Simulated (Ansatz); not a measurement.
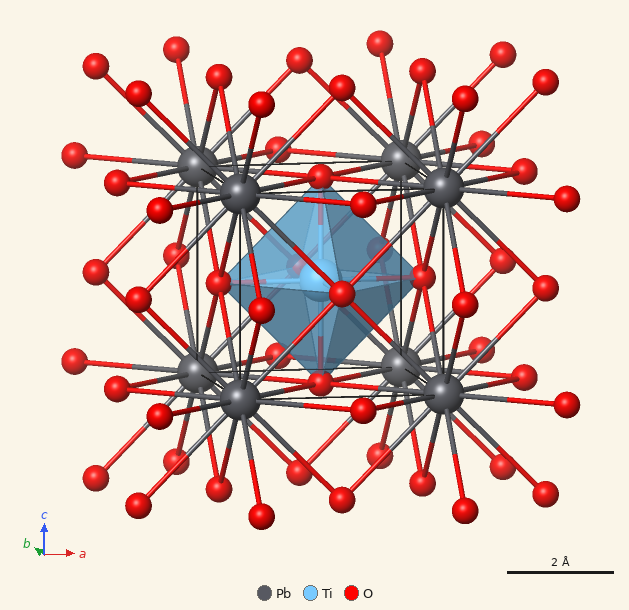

Drawn in the polyhedral manner and seen slightly off an axis. The lines enclose the conventional unit cell; boundary atoms appear with their images. Some neighbours outside the box are added.

TiPbO$_{3}$, cubic perovskite with the larger cation on the octahedral site (an inverted filling), space group Pm-3m (No. 221), a = 3.935 Å, b = 3.935 Å, c = 3.935 Å, α = 90.00°, β = 90.00°, γ = 90.00°. The structure comes from a structure type filled with these elements by a generator (whether the compound takes this form wasn't checked). Earlier steps of the study may have refined or changed the cell and positions. It was run through Ansatz as a DFT input.

This one geometry was computed with Ansatz (DFT, plane waves, PAW) at six levels of theory: LC-wPBE, PBE0, dielectric-dependent PBE0 (fraction 1/eps_inf of PBE), LDA, PBE with spin-orbit coupling and r2SCAN. It was relaxed beforehand with r2SCAN.

> Which level gives the highest pressure at this volume, and what does that say about its equilibrium volume?

Highest: PBE with spin-orbit coupling (4.3 GPa), which points to the largest equilibrium volume. Lowest, with the smallest volume: LDA (-7.4 GPa). Levels within 0.5 GPa of each other can't be told apart.

> How does the band gap change with the level of theory?

LDA: a gap of 1.57 eV, direct; PBE with spin-orbit coupling: a gap of 1.59 eV, indirect; r2SCAN: a gap of 1.92 eV, direct; dielectric-dependent PBE0 (fraction 1/eps_inf of PBE): a gap of 2.44 eV, direct; PBE0: a gap of 3.43 eV, indirect; LC-wPBE: a gap of 7.47 eV, indirect.

> Collect the results in a table.

| level | cutoff (eV) | k-mesh of the run's cell | gap (eV) | pressure (GPa) |
| --- | --- | --- | --- | --- |
| LC-wPBE | 420 | 4×4×4 | 7.47 | -4.3 |
| PBE0 | 420 | 4×4×4 | 3.43 | -1.9 |
| dielectric-dependent PBE0 (fraction 1/eps_inf of PBE) | 420 | 4×4×4 | 2.44 | 1.3 |
| LDA | 420 | 6×6×6 | 1.57 | -7.4 |
| PBE with spin-orbit coupling | 420 | 6×6×6 | 1.59 | 4.3 |
| r2SCAN | 500 | 6×6×6 | 1.92 | 0.0 |

Gaps are taken on the k-mesh or band path of each run.
